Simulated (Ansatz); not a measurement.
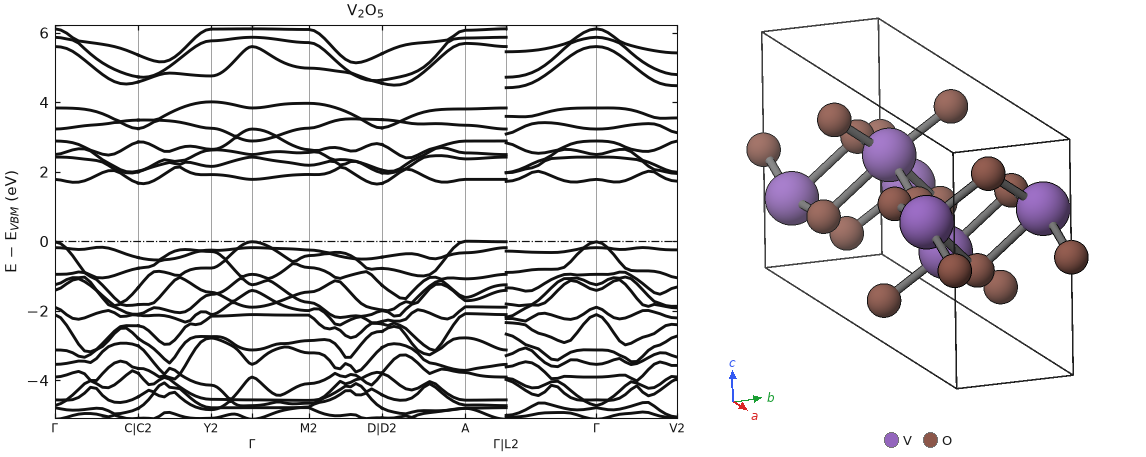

Band structure, beside the structure. Energies are counted from the top of the valence band.

System: V₂O₅, space group C2/m (No. 12), 7 atoms in the cell; a = 5.69 Å, b = 5.69 Å, c = 5.50 Å, α = 92.11°, β = 92.11°, γ = 29.25°.

Computed with Ansatz 0.2.0: DFT r2SCAN, scalar-relativistic, plane waves, PAW, no spin polarisation, 10×10×6 k mesh, Gaussian smearing of 0.02 eV.

Q: Is there a gap? Give its size, its kind and where the band edges lie.

A: A semiconductor. The gap along this path is 1.64 eV and indirect, from the valence-band top at A to the conduction-band bottom between M2 and D; the smallest direct gap is 1.78 eV, at A.

Q: What are the direct gaps at Γ, Y2 and M2?

A: The direct gaps are 1.79 eV at Γ, 2.17 eV at Y2 and 2.17 eV at M2.

Q: How much do the top valence band and the lowest conduction band disperse along the path?

A: The top valence band spans 0.5 eV and the lowest conduction band 0.5 eV.

Q: How many bands meet at the valence-band top?

A: The top valence level at A is a single band, not degenerate (spin aside).
